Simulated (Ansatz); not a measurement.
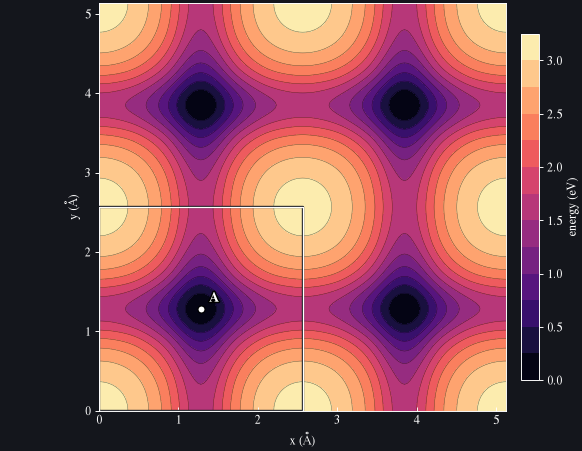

N on a Cu(100) slab cut from the Fm-3m phase, its upper half relaxed before the scan (12 atoms of substrate and one adsorbate in a 2 × 2 cell). N is moved over the surface cell; relaxed at each place: the height of the adsorbate's atoms; substrate rigid; the origin of the map has the adsorbate above Cu9. Places are given modulo a cell vector. The map is drawn in real space over the plane of the surface. The grid has 6 × 6 points; 10 points were computed and 26 follow by symmetry. Places are given in fractions of the 1 × 1 surface cell. Energies: eV, counted from the lowest grid point. Level of theory: Ansatz, DFT PBE, scalar-relativistic, plane waves, PAW. Settings: cutoff 420 eV, k-mesh 5×5×1, gaussian smearing 0.1 eV, no spin polarisation.

Drawn: filled contours, the outline of one cell of the 2 × 2 shown, the point A. Between grid points the surface is interpolated.

### Find the lowest pass out of the well at A.

The easiest path leads from the well at a fourfold hollow over a second-layer Cu atom, (3/6, 3/6) of the cell vectors to its copy one period on. Its highest point lies about 1.6 eV above the bottom of the first well on the interpolated surface, at a bridge site between two Cu atoms, (0/6, 3/6) of the cell vectors. This is the barrier on the constrained surface; relaxing the other coordinates would change it.

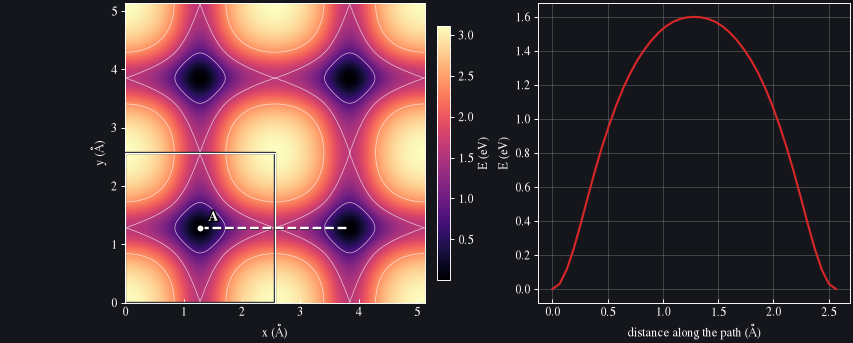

The picture shows a smooth colour map with a few white contour lines, a line along the lowest path, the outline of one cell of the 2 × 2 shown, the energy along the path at the right. Between grid points the surface is interpolated.

PAW datasets: the set soft_1.
